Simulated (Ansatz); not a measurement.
**Run report: Zr$_{2}$N, geometry relaxation (part 2 of 2)**

Zr$_{2}$N (P4₂/mnm, 6 atoms in the cell); DFT PBEsol, scalar-relativistic, plane waves, PAW, no spin polarisation (Ansatz 0.2.0); cutoff 420 eV, 8×8×10 k-mesh, Gaussian smearing of 0.1 eV. The structure derives from a Materials Project entry. It belongs to a series of runs on one base structure; here: relaxed at 3 GPa.

Geometry of the input (Å; fractional positions):
```
5.3189  0.0000  0.0000
0.0000  5.3189  0.0000
0.0000  0.0000  3.2415
Zr 0.2963  0.2963  0.0000
Zr 0.7037  0.7037  0.0000
Zr 0.7963  0.2037  0.5000
Zr 0.2037  0.7963  0.5000
N  0.0000  0.0000  0.0000
N  0.5000  0.5000  0.5000
```

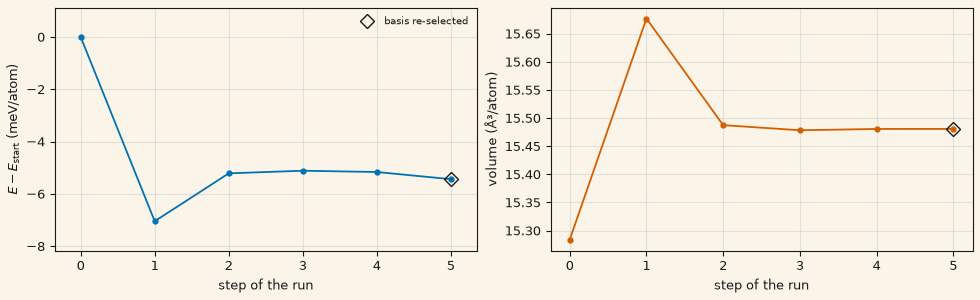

*Progress of the relaxation, step by step (the first geometry is step 0 here and step 1 in the log).*

The atoms keep their places relative to the cell (all moves are under 0.005 Å). The energy falls by 5.2 meV per atom in 4 geometry steps. Largest force component: 0.051 eV/Å at the start, 0.00016 eV/Å at the end. Pressure: 5.73 GPa at the start and 3.02 GPa at the end. A last SCF at the same geometry on a re-selected plane-wave basis shifts the energy by −0.3 meV per atom.

```
basis re-selected at this cell: Δ(F+E_penalty+E_count) = -1.648e-3 eV, ΔP = +0.025 GPa vs the last step (what re-selecting the basis moved, of the pressure what is left beyond the Pulay correction that the steps carried, after the strain that the cell walked since its last selection, with what the two solves' SCF thresholds leave and, on support functions, any second-order correction that the steps lacked; it is no measure of the basis error at this ecutwfc). This SCF's stress stands 2.58e-2 GPa from its target on what of the cell is left free (relax.cell.stress_tol is 8.00e-2 GPa) and its largest allowed force component is 1.58e-4 eV/Å (relax.f_tol is 8.00e-3 eV/Å): within both
SCF converged after 4 iterations
Free energy (F): -17279.764347 eV
Harris-Foulkes:  -17279.764347 eV  (|F-HF|=1.82e-11)
Internal energy: -17279.751024 eV  (E = F + TS)
E sigma→0 (E₀):  -17279.757685 eV
Entropy (-TS):   -0.013322 eV (-2.220 meV/atom)
Fermi energy:    15.509665 eV
--- Per-component energies (eV) ---
  E_band       = -250.161199
  E_kinetic    = 1605.929015
  E_local      = -2660.629327  (includes V_loc(G=0)·N_el)
  E_nonlocal   = 413.410889
  E_hartree    = 838.131277
  E_xc         = -767.322436
  E_vxc        = -921.962888  (∫ρ·V_xc dr)
  E_paw        = -11844.280000  (= ΣΔE_a)
  E_vpaw       = -363.171923  (= ΣTr[D̂ρ^β])
  E_aug_tail   = 0.000276  (compensation charges beyond the density's cutoff)
  E_ewald      = -4865.709798
  E_core_change = 0.719079  (= ΣΔE_core)
  E_smearing   = -0.013322  (= −TS)
  E_closure    = 0.000000  (closes the sum)
  Σ components = -17279.764347   (vs F -17279.764347, Δ=0.00e0)
--- Forces (eV/Å), atoms counted from 1 ---
  atom   1  Zr    -0.00015832    -0.00015832     0.00000000
  atom   2  Zr     0.00015832     0.00015832     0.00000000
  atom   3  Zr    -0.00015832     0.00015832     0.00000000
  atom   4  Zr     0.00015832    -0.00015832     0.00000000
  atom   5  N     -0.00000000    -0.00000000     0.00000000
  atom   6  N      0.00000000     0.00000000     0.00000000
  max |Σ_I F_I| component: 3.47e-18 eV/Å
--- Stress (GPa, compression-positive) ---
        3.024514      -0.000000       0.000000
       -0.000000       3.024514       0.000000
        0.000000       0.000000       3.025783
  P = ⅓ Tr σ = 3.0249 GPa (30.249 kbar)
--- Band table (eV; the first three rows and the last of 90) ---
  k-point 0: bands = ["-32.9668", "-32.7989", "-32.7989", "-32.7283", "-12.0582", "-11.3619", "-11.2739", "-11.2739", "-11.0000", "-10.7921", "-10.6924", "-10.6924", "-10.5422", "-10.5281", "-10.5281", "-10.4839", "0.1197", "1.8517", "9.5036", "9.5036", "10.2047", "11.3440", "11.3440", "11.6458", "12.2039", "13.4819", "15.9329", "16.0715", "16.2772", "16.5738", "16.5738", "16.8391", "16.9320", "16.9320", "17.8978"]
  k-point 1: bands = ["-32.9569", "-32.7948", "-32.7948", "-32.7299", "-12.0256", "-11.3369", "-11.2512", "-11.2512", "-11.0400", "-10.8141", "-10.7463", "-10.7463", "-10.6140", "-10.5385", "-10.5385", "-10.5012", "0.1888", "1.8287", "9.6640", "9.6640", "10.0614", "11.3515", "11.3515", "11.8764", "12.0770", "13.6367", "15.7547", "15.7682", "15.7682", "15.7735", "16.4834", "17.0649", "17.6466", "17.6466", "18.0433"]
  k-point 2: bands = ["-32.9293", "-32.7841", "-32.7841", "-32.7357", "-11.9340", "-11.2654", "-11.1867", "-11.1867", "-11.1363", "-10.9002", "-10.8813", "-10.8813", "-10.7811", "-10.5748", "-10.5748", "-10.5529", "0.3700", "1.7481", "9.8496", "10.0689", "10.0689", "11.3605", "11.3605", "11.7487", "12.3993", "14.0475", "14.9632", "14.9632", "15.2746", "15.3321", "16.8298", "17.6957", "18.1538", "18.1538", "18.2844"]
  k-point 89: bands = ["-32.7988", "-32.7988", "-32.7605", "-32.7605", "-11.8300", "-11.8300", "-11.4899", "-11.4899", "-10.8456", "-10.8456", "-10.8167", "-10.8167", "-10.7935", "-10.7935", "-10.6353", "-10.6353", "1.0218", "1.0218", "10.5520", "10.5520", "10.6427", "10.6427", "10.8870", "10.8870", "13.9500", "13.9500", "14.5495", "14.5495", "15.3172", "15.3172", "16.7376", "16.7376", "18.2611", "18.2611", "19.5391"]
--- Relaxed structure (5 steps of the walk, 5 accepted, 1 SCFs on fresh bases) ---
  F+E_penalty+E_count = -17279.76434655 eV   max|allowed force component| = 1.583e-4 eV/Å   (the final SCF, on the basis selected at the relaxed cell)
  cell:  # Å, volume = 92.8843 Å³
    - [5.340099713104865, -4.010818800476003e-34, 0.0]
    - [-4.010818800476003e-34, 5.340099713104865, 0.0]
    - [0.0, 0.0, 3.2571929882756803]
  atoms:
    - { symbol: Zr, position: [0.29590128953062106, 0.29590128953062106, 0.0] }
    - { symbol: Zr, position: [0.7040987104693788, 0.7040987104693788, 0.0] }
    - { symbol: Zr, position: [0.795901289530621, 0.20409871046937894, 0.5] }
    - { symbol: Zr, position: [0.20409871046937894, 0.795901289530621, 0.5] }
    - { symbol: N, position: [1.2739939708131517e-20, -5.280491774620127e-36, 0.0] }
    - { symbol: N, position: [0.5, 0.5, 0.5] }
```

Trajectory as extended XYZ (Å, eV, eV/Å), 6 frames, from step=1 to step=6
```
6
Lattice="5.3189 0.0000 0.0000 0.0000 5.3189 0.0000 0.0000 0.0000 3.2415" Properties=species:S:1:pos:R:3:forces:R:3 step=1 energy=-17279.73172 pressure_GPa=5.73
Zr    1.5757    1.5757    0.0000   -0.0508  -0.0508   0.0000
Zr    3.7432    3.7432    0.0000    0.0508   0.0508   0.0000
Zr    4.2352    1.0837    1.6207   -0.0508   0.0508   0.0000
Zr    1.0837    4.2352    1.6207    0.0508  -0.0508   0.0000
N     0.0000    0.0000    0.0000    0.0000   0.0000   0.0000
N     2.6595    2.6595    1.6207    0.0000   0.0000   0.0000
6
Lattice="5.3617 0.0000 0.0000 0.0000 5.3617 0.0000 0.0000 0.0000 3.2720" Properties=species:S:1:pos:R:3:forces:R:3 step=2 energy=-17279.77399 pressure_GPa=0.52
Zr    1.5883    1.5883    0.0000   -0.0056  -0.0056   0.0000
Zr    3.7734    3.7734    0.0000    0.0056   0.0056   0.0000
Zr    4.2691    1.0926    1.6360   -0.0056   0.0056   0.0000
Zr    1.0926    4.2691    1.6360    0.0056  -0.0056   0.0000
N     0.0000    0.0000    0.0000    0.0000   0.0000   0.0000
N     2.6808    2.6808    1.6360    0.0000   0.0000   0.0000
6
Lattice="5.3458 0.0000 0.0000 0.0000 5.3458 0.0000 0.0000 0.0000 3.2517" Properties=species:S:1:pos:R:3:forces:R:3 step=3 energy=-17279.76301 pressure_GPa=2.93
Zr    1.5817    1.5817    0.0000    0.0056   0.0056   0.0000
Zr    3.7641    3.7641    0.0000   -0.0056  -0.0056   0.0000
Zr    4.2546    1.0912    1.6259    0.0056  -0.0056   0.0000
Zr    1.0912    4.2546    1.6259   -0.0056   0.0056   0.0000
N     0.0000    0.0000    0.0000    0.0000   0.0000   0.0000
N     2.6729    2.6729    1.6259    0.0000   0.0000   0.0000
6
Lattice="5.3396 0.0000 0.0000 0.0000 5.3396 0.0000 0.0000 0.0000 3.2573" Properties=species:S:1:pos:R:3:forces:R:3 step=4 energy=-17279.76240 pressure_GPa=3.05
Zr    1.5809    1.5809    0.0000   -0.0139  -0.0139   0.0000
Zr    3.7587    3.7587    0.0000    0.0139   0.0139   0.0000
Zr    4.2507    1.0889    1.6287   -0.0139   0.0139   0.0000
Zr    1.0889    4.2507    1.6287    0.0139  -0.0139   0.0000
N     0.0000    0.0000    0.0000    0.0000   0.0000   0.0000
N     2.6698    2.6698    1.6287    0.0000   0.0000   0.0000
6
Lattice="5.3401 0.0000 0.0000 0.0000 5.3401 0.0000 0.0000 0.0000 3.2572" Properties=species:S:1:pos:R:3:forces:R:3 step=5 energy=-17279.76270 pressure_GPa=3.00
Zr    1.5801    1.5801    0.0000   -0.0001  -0.0001   0.0000
Zr    3.7600    3.7600    0.0000    0.0001   0.0001   0.0000
Zr    4.2502    1.0899    1.6286   -0.0001   0.0001   0.0000
Zr    1.0899    4.2502    1.6286    0.0001  -0.0001   0.0000
N     0.0000    0.0000    0.0000    0.0000   0.0000   0.0000
N     2.6700    2.6700    1.6286    0.0000   0.0000   0.0000
6
Lattice="5.3401 0.0000 0.0000 0.0000 5.3401 0.0000 0.0000 0.0000 3.2572" Properties=species:S:1:pos:R:3:forces:R:3 step=6 energy=-17279.76435 pressure_GPa=3.02
Zr    1.5801    1.5801    0.0000   -0.0002  -0.0002   0.0000
Zr    3.7600    3.7600    0.0000    0.0002   0.0002   0.0000
Zr    4.2502    1.0899    1.6286   -0.0002   0.0002   0.0000
Zr    1.0899    4.2502    1.6286    0.0002  -0.0002   0.0000
N     0.0000    0.0000    0.0000    0.0000   0.0000   0.0000
N     2.6700    2.6700    1.6286    0.0000   0.0000   0.0000
```

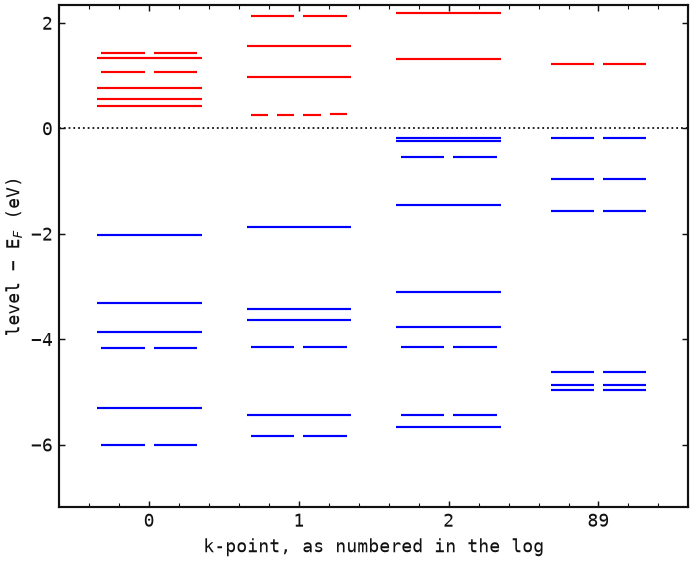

*Kohn–Sham levels near the Fermi level (dotted) at the few k-points that the log prints; levels within 0.02 eV of each other stand side by side.*

The system is metallic on the full mesh.
